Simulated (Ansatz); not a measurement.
# AlN (F-43m): convergence test of the k-point mesh, by script

How fine a k-point mesh does AlN (F-43m) need? A script is to give a convergence test of the k-point mesh; the system is AlN (F-43m).

All numbers are computed with Ansatz 0.2.0, driven from Python. Level of theory: DFT PBE, plane waves, PAW.

## Step 1: Starting point

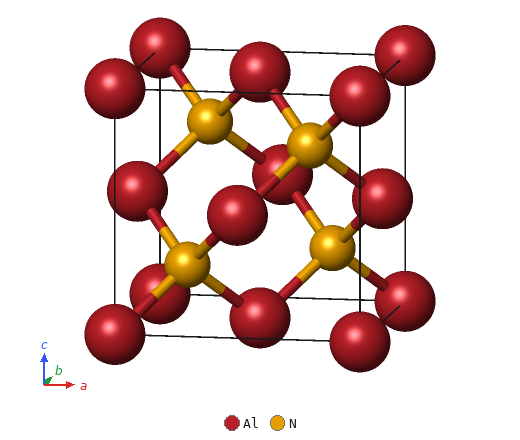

The structure that the script starts from, seen slightly off an axis (aluminium red, nitrogen amber). The cell is the conventional one. Atoms on cell faces are repeated.

No structure file is read: the coordinates are typed or built in the script.

## Step 2: The script

Contents of aln_kconv.py:

```python
"""k-point test for AlN."""

import csv

import ansatz as az

xtal = (
    az.Lattice.fcc(4.367987)
    .space_group(216)
    .atom("Al", (0.0, 0.0, 0.0))
    .atom("N", (0.25, 0.25, 0.25))
    .primitive()
)

job = (
    xtal.calculation()
    .basis(530, xc_grid=2)
    .occupations("Fixed")
    .scf(tolerance=1e-07, max_iterations=80, extra_bands=8)
    .functional("PBE")
    .stress()
)

rows = []
for value in [0.8, 0.6, 0.5, 0.4, 0.33]:
    r = job.kpoints(spacing=value).run(threads=1, backend="cpu").report
    rows.append((value, r["free_energy_ev"] / len(r["lattice"]["sites"]), r["n_iterations"], sum(r["stress_gpa"][i][i] for i in range(3)) / 3, r["n_kpoints"]))

with open("kconv.csv", "w", newline="") as handle:
    writer = csv.writer(handle)
    writer.writerow(["spacing (1/A)", "F/atom (eV)", "iterations", "P (GPa)", "k-points"])
    writer.writerows([round(v, 5) if isinstance(v, float) else v for v in row] for row in rows)

# the last row is the reference
for row in rows[:-1]:
    shift = 1000 * (row[1] - rows[-1][1])
    print(f"{row[0]}: {shift:+.2f} meV/atom" + ("  (within 1 meV)" if abs(shift) < 1 else ""))
```

## Step 3: What the engine is handed

The package turns the script's settings into the engine's input (first run):

```yaml
crystal:
  lattice:
    bravais: fcc
    a: 4.367987
  space_group: 216
  atoms:
    - { symbol: Al, position: [0.0, 0.0, 0.0] }
    - { symbol: "N", position: [0.25, 0.25, 0.25] }
  reduce_to_primitive: true
basis:
  ecutwfc: 530.0
  xc_grid: 2
kpoints:
  mp_grid:
    kspacing: 0.8
hamiltonian:
  xc: pbe
scf:
  max_iter: 80
  n_extra_bands: 8
  convergence:
    dr2_threshold: 1.0e-07
  occupations:
    method: fixed
output:
  stress: true
```

## Step 4: The run

The run is started by

```bash
$ python aln_kconv.py
```

Log:

```text
DeckWarning: output.stress: scf.convergence.dr2_threshold = 1e-7 eV (the SCF's general default) is looser than the 2e-10 eV advised for a printed stress (1e-10 eV for each atom of the cell: 2). What an SCF threshold leaves in a stress goes as its square root, and in the free energy as the threshold itself, and one threshold admits the most on a small cell: of the crystals measured, under no hybrid functional and no lock of the moments, on runs that ended without the residual-converged pass, on stresses that held no estimate of that error, the worst erred by over 100 MPa in a component at 1e-7 eV an atom and by under 5 at 1e-10. Set scf.convergence.dr2_threshold to 2e-10 eV or tighter. The [...]
0.8: +18.34 meV/atom
0.6: +3.79 meV/atom
0.5: +3.79 meV/atom
0.4: +0.17 meV/atom  (within 1 meV)
```

(Warnings from the package without file and line, shortened.)

Run time: 3.1 s. Hardware: 1 thread of Arm Neoverse V1, shared host; peak memory 0.32 GiB.

It wrote kconv.csv:

```csv
spacing (1/A),F/atom (eV),iterations,P (GPa),k-points
0.8,-462.08576,6,4.89691,8
0.6,-462.10031,6,4.85583,10
0.5,-462.10031,6,4.85583,10
0.4,-462.10393,6,4.85675,20
0.33,-462.1041,6,4.85767,29
```

## Step 5: What changed from run to run

The engine's inputs for some of the other runs:

Run 3, against run 1:

```diff
@@ -15 +15 @@
-    kspacing: 0.8
+    kspacing: 0.5
```

Run 4, against run 1:

```diff
@@ -15 +15 @@
-    kspacing: 0.8
+    kspacing: 0.4
```

Run 5, against run 1:

```diff
@@ -15 +15 @@
-    kspacing: 0.8
+    kspacing: 0.33
```

## Step 6: What each run gave

One row for each of the 5 runs:

| run | k spacing | energy from run 5 (meV/atom) | pressure (GPa) | gap on the mesh (eV) | SCF cycles | CPU time (s) |
| --- | --- | --- | --- | --- | --- | --- |
| 1 | 0.8 | 18.34 | 4.90 | 3.30 | 6 | 0.4 |
| 2 | 0.6 | 3.79 | 4.86 | 3.90 | 6 | 0.35 |
| 3 | 0.5 | 3.79 | 4.86 | 3.90 | 6 | 0.35 |
| 4 | 0.4 | 0.17 | 4.86 | 3.63 | 6 | 0.53 |
| 5 | 0.33 | 0.00 | 4.86 | 3.33 | 6 | 0.69 |

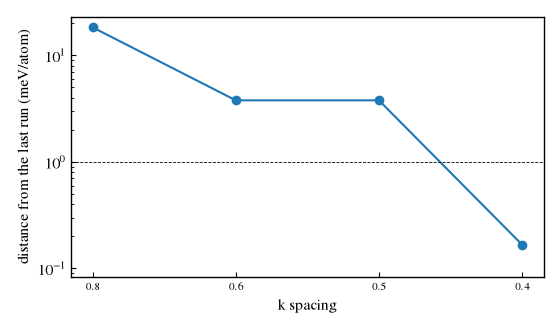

How far each run lies from the last one; the dashed line marks 1 meV/atom.

## Step 7: Results

| quantity | value |
| --- | --- |
| runs compared | 5 |
| last run but one, from the last | +0.17 meV/atom |
| within 5 meV/atom of the last run from | 0.6 |

**Reading.** From k spacing 0.4 on, the energy stays within 1 meV/atom of the last run. This cell is a computed structure, which may not be the phase found in nature. Shifts are counted from the finest mesh, which is itself no proven limit.
